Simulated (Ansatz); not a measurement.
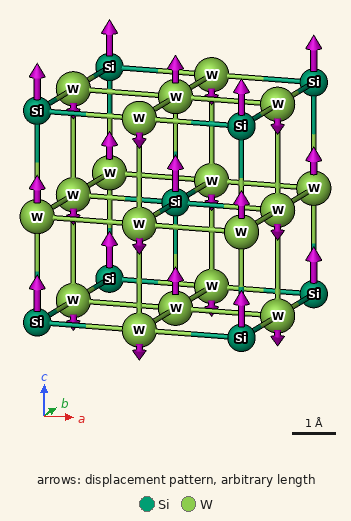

Lattice vibrations of a crystal of SiW3, space group Im-3m (No. 229), at the zone centre of a doubled cell. The levels lie at 167i (×3), 164i (×3), 89i (×3), 109 (×3), 126 (×3), 252 (×3), 269 (×3) cm⁻¹. One mode is drawn. The purple arrows give the relative displacements of the atoms. Style: ball-and-stick. Shown: the conventional cell, slightly off an axis. Lengths and directions refer to the drawn axes.

All numbers below come from DFT PBEsol, scalar-relativistic, plane waves, PAW (Ansatz 0.2.0). Set-up: plane-wave cutoff 420 eV; k-point mesh 10 × 10 × 10; occupations gaussian; smearing width 0.15 eV; no spin polarisation.

To which level does it belong?

The level at 164i cm⁻¹. This is a triply degenerate mode (one member of the set is drawn), level 2 of 7, counted from below (the three translations aside). All motion is along c; it mainly bends the Si–W, W–W bonds; the kinetic energy is shared as W 87 %, Si 13 %. It repeats in both halves of the doubled cell: it is a zone-centre mode of the crystal. The frequency is imaginary, so the structure is unstable against this distortion. Freezing in the drawn pattern lowers the space group from Im-3m to I4mm (No. 107).
